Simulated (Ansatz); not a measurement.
Input file:

```
crystal:
  lattice:
    - [0.0, 2.7392607939, 2.7841846709]
    - [2.7392607939, 0.0, 2.7841846709]
    - [2.7392607939, 2.7392607939, 0.0]
  atoms:
    - { symbol: Al, position: [0.0, 0.0, 0.0] }
    - { symbol: P, position: [0.25, 0.25, 0.25] }
kpoints:
  mp_grid: { grid: [8, 8, 8] }
  band_path:
    path:
      - [0.0, 0.0, 0.0]
      - [-0.5, -0.5, 0.0]
      - [-0.375, -0.375, 0.25]
      - [-0.375, 0.0, 0.375]
      - [0.0, 0.0, 0.5]
      - [-0.5, -0.25, 0.25]
      - [0.0, 0.5, 0.5]
    npoints: 1
hamiltonian:
  xc: pbe
scf:
  occupations: { method: fermi_dirac, width: 0.02 }
  n_extra_bands: 4
output:
  forces: true
  stress: true
  eigenvalues: true
  write_density: true
  write_potential: true
  elf: true
  volumetric_format: npy
```

Launched as:

```sh
ansatz run input.yaml --threads 4 --pin off --max-ram 4608MiB --backend cpu --events-out ev --progress --plain --runs-dir out
```

Below, planes, directions and counts refer to the conventional cell (a = 3.87 Å, b = 3.87 Å, c = 5.57 Å, α = 90.00°, β = 90.00°, γ = 90.00°).

Space group I-4m2; started from the measured structure prototype, which need not be the ambient phase; changed on purpose from its base cell (uniaxial z strain +1.6%).

These are results of DFT, PBE, plane waves, PAW (Ansatz), not measurements.

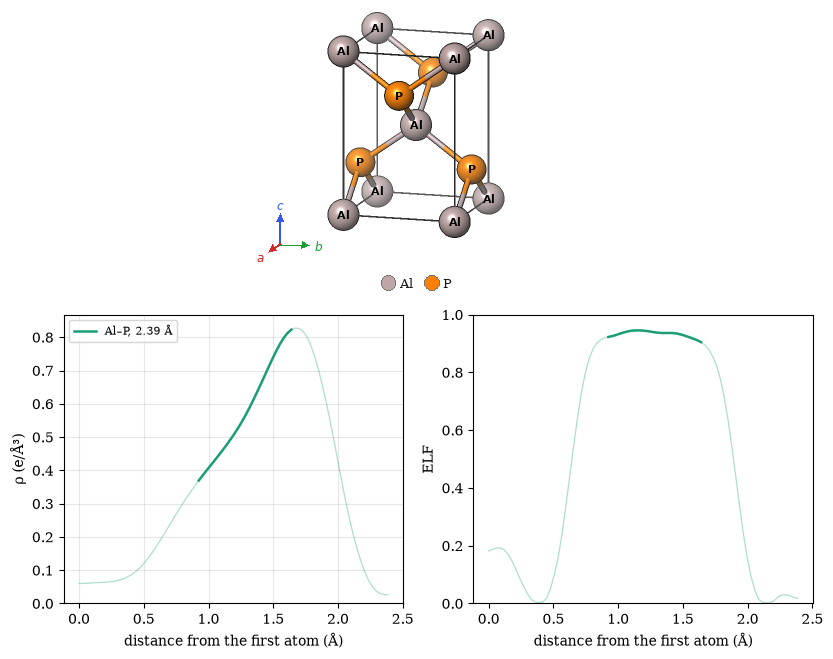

AlP. Valence charge density (pseudo) and ELF along straight lines between neighbouring atoms. Thin, pale parts lie inside the atomic spheres. The structure is drawn too.

Core electrons are frozen (PAW), and the valence fields are smoothed inside the atomic spheres.

What kind of bonding do the profiles show?

Answer. Al–P (2.39 Å): ρ is about 0.51 e/Å³ halfway; the ELF peaks at about 0.95 between the atoms; localised, covalent bonding.
